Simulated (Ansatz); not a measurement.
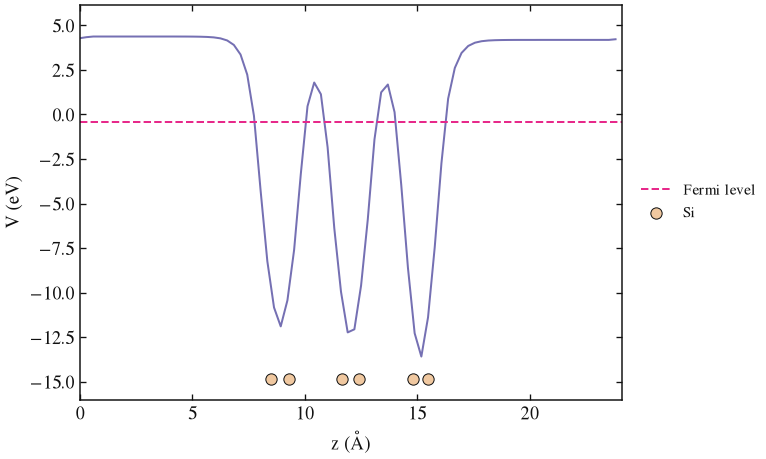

Plane-averaged electrostatic potential energy of an electron across the slab; circles at the bottom mark the heights of the atoms (positions after relaxation).

System: a (001) slab cut from Si (P6_3/mmc), 6 atoms in the cell.

Level of theory: DFT PBEsol, scalar-relativistic, plane waves, PAW, no spin polarisation, 9×9×1 k mesh; code Ansatz.

### Read off the work function of each face.

The work function is 4.60 eV at the right face and 4.78 eV at the left.

### How thick are slab and vacuum?

The outermost atoms are 7.0 Å apart, which leaves 17.1 Å of vacuum in a cell 24.1 Å high.

### Do the two faces differ, and what does that say about the slab's dipole?

The vacuum levels differ by 0.19 eV, so the slab carries a dipole along its normal. Some atoms were held fixed in the relaxation, which can itself make the faces differ.
